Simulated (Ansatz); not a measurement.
## Single-point calculation, with input and output: MoS2 (part 1 of 2)

MoS2 (P6₃/mmc, 6 atoms in the cell), computed with DFT LDA+U, scalar-relativistic, plane waves, PAW, Ueff = 2 eV on Mo atom 1 d; Ueff = 2 eV on Mo atom 2 d, spin-polarised (Ansatz 0.2.0).

The structure derives from an entry of the Crystallography Open Database. It belongs to a series of runs on one base structure; here: random orbitals: harmonics, high filling. Figures and captions count atoms from 1; the log counts them from 0 in places.

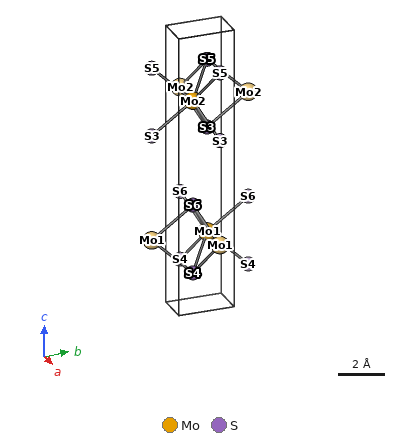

Fig. 1: The input geometry (ball-and-stick view of the cell of the calculation, seen slightly off an axis; neighbours outside the cell are drawn fainter; atoms are numbered from 1 in the order of the input). Near neighbours in the crystal (not all of them lie inside the picture): Mo has 6 S at 2.37 Å; S has 3 Mo at 2.37 Å.

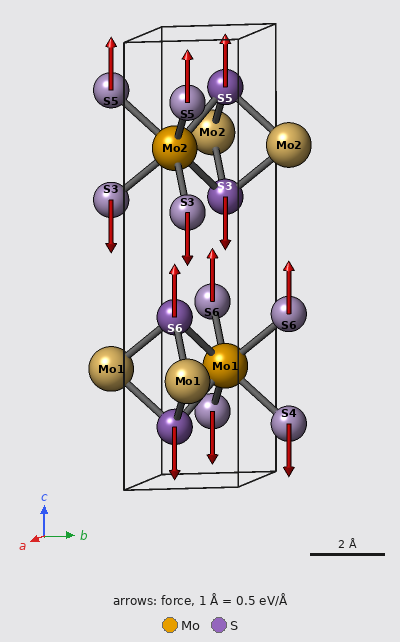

Fig. 2: Forces on the atoms as red arrows (ball-and-stick view of the cell of the calculation, seen slightly off an axis; neighbours outside the cell are drawn fainter; atoms are numbered from 1 in the order of the input). The largest act on all 4 S atoms (0.74 eV/Å). The geometry is not a stationary point of this energy.

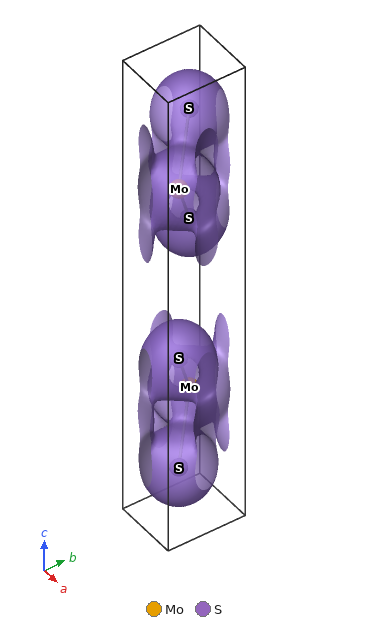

Fig. 3: Isosurface of the valence charge density (pseudo) at 0.5 e/Å³ (purple), seen at an oblique angle. Sticks mark near contacts. The outline is the cell set on symmetry axes. At this value the density is joined into sheets; it holds about 70 % of the electrons treated as valence (semicore included). On the grid the lowest density along these lines, outside the cores, is 0.65 e/Å³ (Mo–S, 2.37 Å). In a PAW calculation such maps are meaningful between the atoms, not at the nuclei.

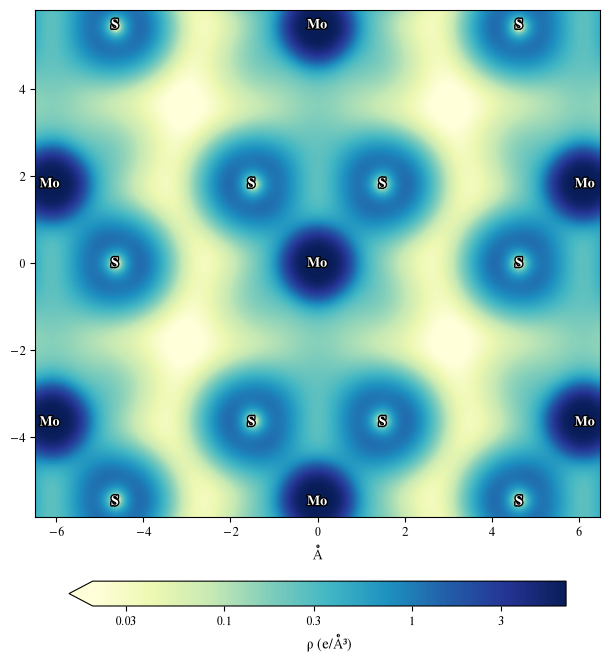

Fig. 4: Valence charge density (pseudo) on the (110) plane of the conventional cell. The plane passes through Mo and S nuclei. Mo–S (2.37 Å): ρ at the midpoint is about 0.65 e/Å³. Away from the nuclei the density in this plane falls to 0.01 e/Å³ at its lowest.

The input and output of the run follow.

## The input
```yaml
crystal:
  lattice:
    - [3.16100152, 0.0, 0.0]
    - [-1.58050076, 2.73750762, 0.0]
    - [0.0, 0.0, 12.2949997]
  atoms:
    - { symbol: Mo, position: [0.3333333333, 0.6666666667, 0.25], spin: 2.0 }
    - { symbol: Mo, position: [0.6666666667, 0.3333333333, 0.75], spin: -2.0 }
    - { symbol: S, position: [0.3333333333, 0.6666666667, 0.6275] }
    - { symbol: S, position: [0.6666666667, 0.3333333333, 0.1275] }
    - { symbol: S, position: [0.3333333333, 0.6666666667, 0.8725] }
    - { symbol: S, position: [0.6666666667, 0.3333333333, 0.3725] }
basis:
  ecutwfc: 420
  ecutrho_ratio: 4
kpoints:
  mp_grid: { grid: [7, 7, 2] }
hamiltonian:
  xc: lda
  hubbard:
    sites:
      - { site: 0, l: d, u_eff: 2.0, starting_ns: [{ spin: up, occupation_matrix: s0up }, { spin: down, occupation_matrix: s0down }] }
      - { site: 1, l: d, u_eff: 2.0, starting_ns: [{ spin: up, occupation_matrix: s1up }, { spin: down, occupation_matrix: s1down }] }
    occupation_matrices:
      s0up:
        matrix:
          - [0.02, 0.0, 0.0, 0.0, 0.0]
          - [0.0, 0.02, 0.0, 0.0, 0.0]
          - [0.0, 0.0, 0.97, 0.0, 0.0]
          - [0.0, 0.0, 0.0, 0.02, 0.0]
          - [0.0, 0.0, 0.0, 0.0, 0.97]
      s0down:
        matrix:
          - [0.02, 0.0, 0.0, 0.0, 0.0]
          - [0.0, 0.02, 0.0, 0.0, 0.0]
          - [0.0, 0.0, 0.02, 0.0, 0.0]
          - [0.0, 0.0, 0.0, 0.02, 0.0]
          - [0.0, 0.0, 0.0, 0.0, 0.02]
      s1up:
        matrix:
          - [0.02, 0.0, 0.0, 0.0, 0.0]
          - [0.0, 0.02, 0.0, 0.0, 0.0]
          - [0.0, 0.0, 0.02, 0.0, 0.0]
          - [0.0, 0.0, 0.0, 0.02, 0.0]
          - [0.0, 0.0, 0.0, 0.0, 0.02]
      s1down:
        matrix:
          - [0.02, 0.0, 0.0, 0.0, 0.0]
          - [0.0, 0.02, 0.0, 0.0, 0.0]
          - [0.0, 0.0, 0.97, 0.0, 0.0]
          - [0.0, 0.0, 0.0, 0.02, 0.0]
          - [0.0, 0.0, 0.0, 0.0, 0.97]
    ns_hold: { iters: 12 }
scf:
  occupations: { method: gaussian, width: 0.05 }
  lower_state_search: "off"
  max_iter: 150
output:
  forces: true
  stress: true
  eigenvalues: true
  populations: true
  hubbard: { sites: [{ site: 0, l: d }, { site: 1, l: d }] }
  write_density: true
  write_potential: true
  elf: true
  volumetric_format: npy
magnetization:
  spin_polarized: true
```

Command:
```bash
ansatz run input.yaml --threads 4 --pin off --max-ram 6144MiB --backend cpu --events-out ev --progress --plain --runs-dir out
```

## Log
```
Warning: crystal.symmetry: narrowed to the stabiliser of the occupation matrices — unitary ops 12 → 4, anti-unitary 12 → 4; lowered by the specified shells (site 0, l: d), (site 1, l: d); largest admitted image defect 4.4e-16, smallest excluded 7.1e-1 — at a splitting's scale: the group the occupation matrices' own texture admits
Mo: projections on atomic orbitals take those of the free atom [Ar 3d10] 4s2 4p6 4d5 5s1, of charge +0.00 (hamiltonian.pseudopotentials.projection_atoms); the dataset's partial waves leave at most 6.0e-6 of an orbital's norm unspanned inside its sphere
S: projections on atomic orbitals take those of the free atom [Ne] 3s2 3p4, of charge +0.00 (hamiltonian.pseudopotentials.projection_atoms); the dataset's partial waves leave at most 1.6e-7 of an orbital's norm unspanned inside its sphere
Engine: ansatz 0.2.0, x86_64-unknown-linux-gnu
Pseudopotentials: kind: paw
Pseudopotential: Mo, paw, valence charge 14, recommended cutoff 420 eV (normal), Mo.paw.azcp
Pseudopotential: S, paw, valence charge 6, recommended cutoff 420 eV (normal), S.paw.azcp
Functional definition: SPW92
  exchange = slater_x
  correlation = pw_c
Crystal: 6 atoms, lattice volume = 106.392 Å³
Basis set: ecut = 420 eV, 2057 PW (Γ)
Bands: 34, of which v1, the nominal top of the filled ones, is band 26 counted from 1 (25 counted from 0)
Symmetry: 4 space group operations
k-points: 32 of 98 (time reversal used)
Non-local potential: Mo, projectors of the file, l = 0: 3, l = 1: 2, l = 2: 2, l = 3: 1
Non-local potential: S, projectors of the file, l = 0: 2, l = 1: 2, l = 2: 2
PAW form: soft (Blöchl's): semilocal exchange-correlation on the pseudo side does not see the compensation charge
PAW frozen core: Mo, regenerated for the run's functional, and the local potential with it (the file was generated under x = pbe(κ = 0.804, μ = 0.2195149727645171), c = pbe(β = 0.06672455060314922))
PAW frozen core: S, regenerated for the run's functional, and the local potential with it (the file was generated under x = pbe(κ = 0.804, μ = 0.2195149727645171), c = pbe(β = 0.06672455060314922))
PAW one-centre angular grid: Mo, 590 points (default); XC on 64 Gauss nodes
PAW one-centre angular grid: S, 110 points (default); XC on 64 Gauss nodes
Initial density: superposition of atomic densities (chi_scale 0.1, normalization cell)
Starting moments: Σ|m| = 4 μB on 2 of 6 sites
Initial wavefunctions: pseudopotential atomic-orbital guess
Functional: x = slater, c = lda
```
